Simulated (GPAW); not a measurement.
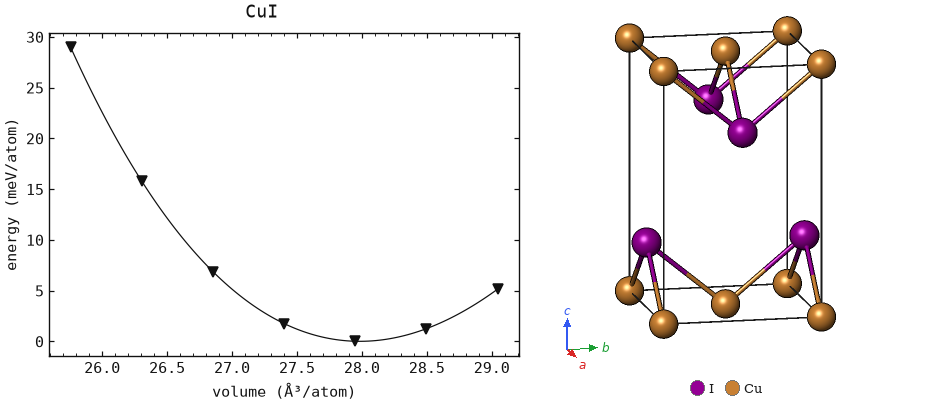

The figure shows the energy against volume for CuI, space group P4/nmm (No. 129). The conventional cell is drawn beside the plot.

The given structure:
```yaml
crystal:
  lattice:
    - [4.09020, 0.00000, 0.00000]
    - [0.00000, 4.09020, 0.00000]
    - [0.00000, 0.00000, 6.55146]
  atoms:
    - { symbol: I, position: [0.00000, 0.50000, 0.74303] }
    - { symbol: I, position: [0.50000, 0.00000, 0.25697] }
    - { symbol: Cu, position: [0.00000, 0.00000, 0.00000] }
    - { symbol: Cu, position: [0.50000, 0.50000, 0.00000] }
```

Method: PAW DFT in plane waves, on a grid or in atomic orbitals, no spin polarisation; energies at scaled volumes of the given cell, shape and fractions fixed, counted from the fit's minimum, third-order Birch-Murnaghan fit (GPAW 26.7.0). Level: r2SCAN.

k mesh 5×5×4; occupations Fermi–Dirac; smearing width 0.05 eV; potentials GPAW PAW data sets (gpaw data 1.2.1); wave cutoff 600 eV; program settings basis pw.

From this curve and the settings, what does the calculation give for the pressure at the same points?

The pressure falls from 4.45 GPa at volume 25.76 Å³/atom to −1.57 GPa at 29.05 Å³/atom, and changes sign near 27.94 Å³/atom.

| volume (Å³/atom) | pressure (GPa) |
| --- | --- |
| 25.76 | 4.45 |
| 26.30 | 3.13 |
| 26.85 | 1.95 |
| 27.40 | 0.91 |
| 27.95 | −0.02 |
| 28.50 | −0.84 |
| 29.05 | −1.57 |

Caveats: shape and atomic fractions are frozen while scaling, which makes layered, chain and framework solids too stiff.
